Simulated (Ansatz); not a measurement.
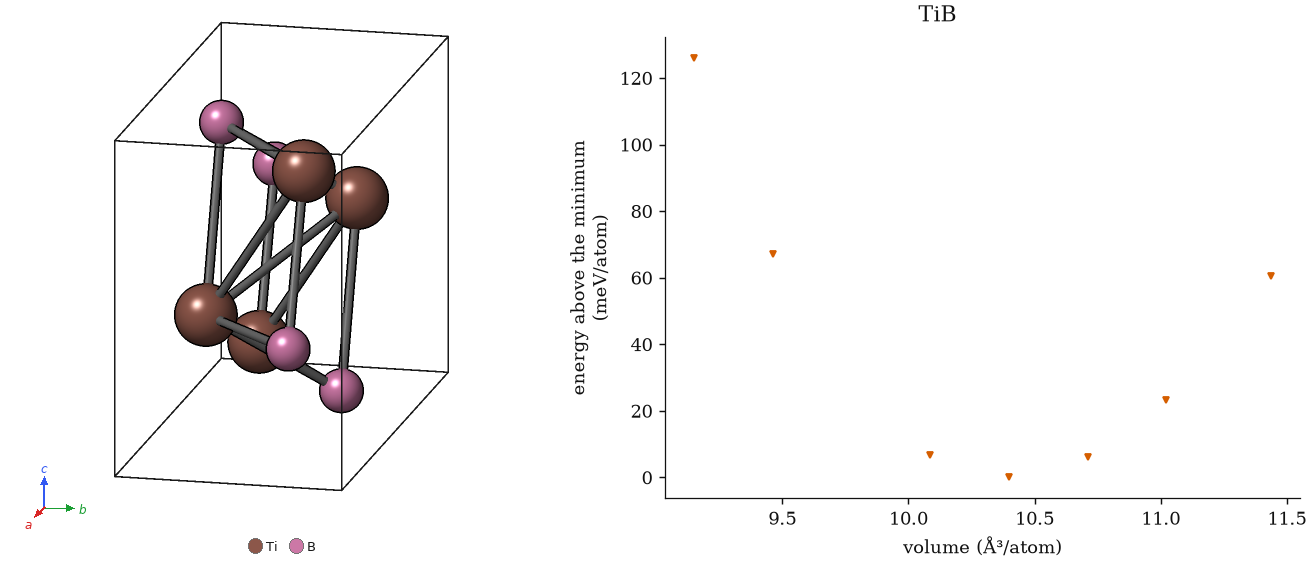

Plotted: energy above the minimum against volume for TiB, space group Pnma (No. 62). The conventional cell is drawn beside the plot.

Starting cell:
```
Ti B
1.0
     6.05863    0.00000    0.00000
     0.00000    3.03300    0.00000
     0.00000    0.00000    4.52676
Ti B
4 4
Cartesian
  1.0747 0.7582 0.5523
  4.9839 2.2747 3.9744
  1.9546 2.2747 2.8157
  4.1040 0.7582 1.7111
  0.1829 0.7582 2.7164
  5.8757 2.2747 1.8103
  2.8464 2.2747 0.4530
  3.2122 0.7582 4.0737
```

Method: third-order Birch-Murnaghan fit to density functional energies at scaled volumes of the given relaxed cell, shape and atoms relaxed at each volume; energies count from the fitted minimum; plane waves with PAW datasets, Γ-centred k mesh (Ansatz 0.2.0). Level: PBEsol, no spin polarisation.

- wave cutoff: 420 eV
- k mesh: 6×12×8
- occupations: Gaussian
- smearing width: 0.1 eV

The point at volume 9.774 Å³/atom is left out of the plot. What does the calculation give there?

```csv
volume (Å³/atom),energy above the minimum (meV/atom)
9.774,28.1
```
